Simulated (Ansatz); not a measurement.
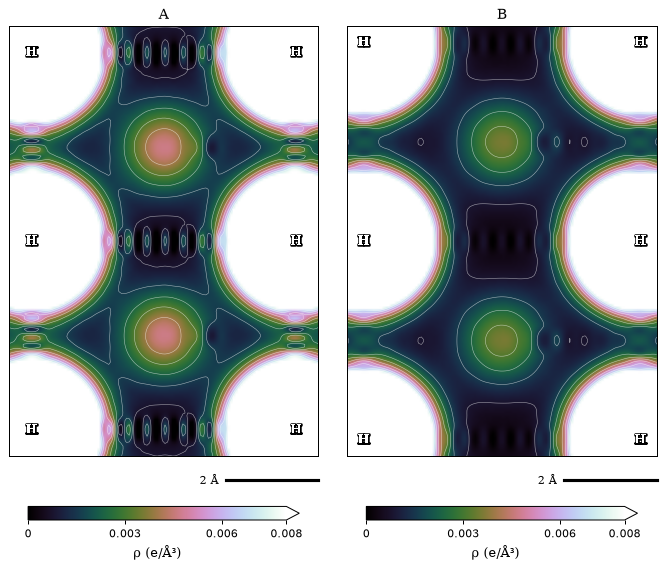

H. The valence electron density of two cells that differ in size, on the (010) plane of each (indices in the axes of the calculation cell), at one length scale and on one colour scale: B has 65.9 Å³ an atom and A 57.2.

Method: DFT PBE, scalar-relativistic, plane waves, PAW (Ansatz).

What changes from the larger cell to the smaller?

From the larger cell to the smaller, H–H goes from 4.28 to 4.07 Å, and the density at its midpoint from 0.002 to 0.003 e/Å³; the pressure goes from 0.0 to 0.0 GPa; the Kohn–Sham gap goes from 6.8 eV to 6.7 eV.
